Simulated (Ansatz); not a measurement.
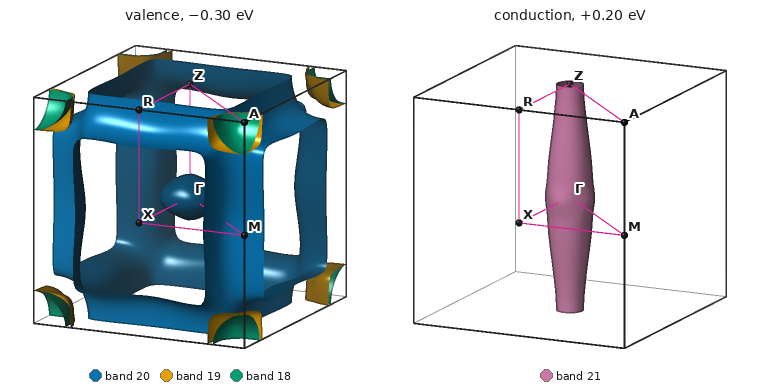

BaTiO3 in space group P4mm: constant-energy surfaces at both band edges (energies from each edge).

Level of theory: Ansatz, DFT PBE, scalar-relativistic, plane waves, PAW; levels and slopes on a dense k mesh at the converged density. No spin polarisation. The levels come from a k mesh of 24×24×24 points. Cell and positions as given, without relaxation (largest force 0.3 eV/Å).

Masses come from a second pass at points close to the extrema; at the energies drawn a band may no longer be parabolic.

Q: What kind of gap has this crystal, and what size does the calculation give?

A: The gap is indirect, 1.84 eV at this level of theory, which underestimates gaps and can reorder valleys that lie close.

Q: Give the valleys and their effective masses.

A: Valence band (extrema up to 0.30 eV from the edge): one maximum at A, nearly flat in one direction, with masses 0.81 and 0.81 mₑ across; four equivalent maxima on the Γ–X line, 0.23 eV below the edge, principal masses 0.64, 0.67 and 4.03 mₑ. Band 20 forms the valence edge; band 19 begins 0.08 eV lower (on the R–A line) and band 18 begins 0.08 eV lower (at A). The surfaces also take in M, R and Γ, where this band lies 0.05, 0.13 and 0.25 eV below its edge, so they needn't be separate pockets.
Conduction band (extrema up to 0.20 eV from the edge): one minimum at Γ, principal masses 0.42, 0.42 and 7.72 mₑ. Band 21 forms the conduction edge. The surfaces also take in Z, where this band lies 0.13 eV above its edge.

Where one band's surface lies inside another's, the outer one hides all or part of it.

Spin-orbit coupling, left out here, can change the gap, its kind, the place of the band edges and the masses, since the compound holds Ba.

The run (self-consistency and the dense mesh) took 61 s on 2 threads of Intel(R) Xeon(R) 6975P-C (Granite Rapids), with other jobs on the host, peak memory 1.1 GiB.
